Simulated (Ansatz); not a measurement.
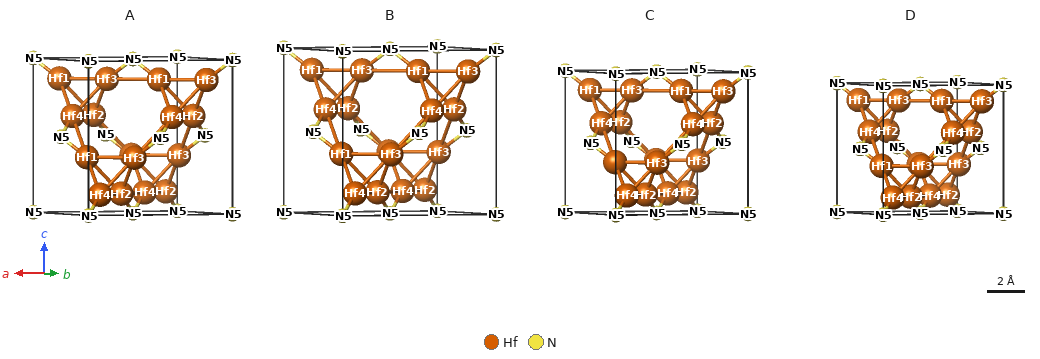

4 geometries from one relaxation of a crystal of Hf₄N (a generated structure, set up in F-43m) (coarse preliminary run), in shuffled order. Style: ball-and-stick. Shown: the conventional cell (4 times the calculation's cell), from a free direction. Lengths and directions refer to the drawn axes.

These are results of DFT PBE, scalar-relativistic, plane waves, PAW (Ansatz), not measurements. Set-up: plane-wave cutoff 420 eV; k-point mesh 4 × 4 × 4; occupations gaussian; smearing width 0.1 eV; no spin polarisation; cell and atoms relaxed; force threshold 0.04 eV/Å; at most 70 steps.

Order the frames from highest to lowest energy.

Answer. D, C, A, B. They are steps 0, 2, 4, 12, at +4412 meV per atom, +1363 meV per atom, +435 meV per atom relative to the last. Over 10 accepted moves (12 points after the start) the energy falls by 4412 meV per atom. Largest force component: 9.8 eV/Å at the start, 0.04 eV/Å at the end. Pressure: 122.07 GPa at the start and −0.02 GPa at the end. At 2 points the geometry stayed and the basis and grid were re-selected for the new cell (energy shift of 247 meV per atom at most each time). The largest moves relative to the cell, 0.043 Å, are those of Hf1, Hf2, Hf3 and Hf4. Hf1 goes along [−1 1 −1]. N stays in place. Cell: a = b = c 7.144 → 9.117 Å (+27.6 %). Volume +107.9 %. Some distances before and after: Hf1–Hf2 2.618 → 3.413 Å, Hf1–Hf2 (another image) 2.433 → 3.034 Å, Hf1–N5 1.603 → 2.090 Å. The space group stays F-43m (No. 216).
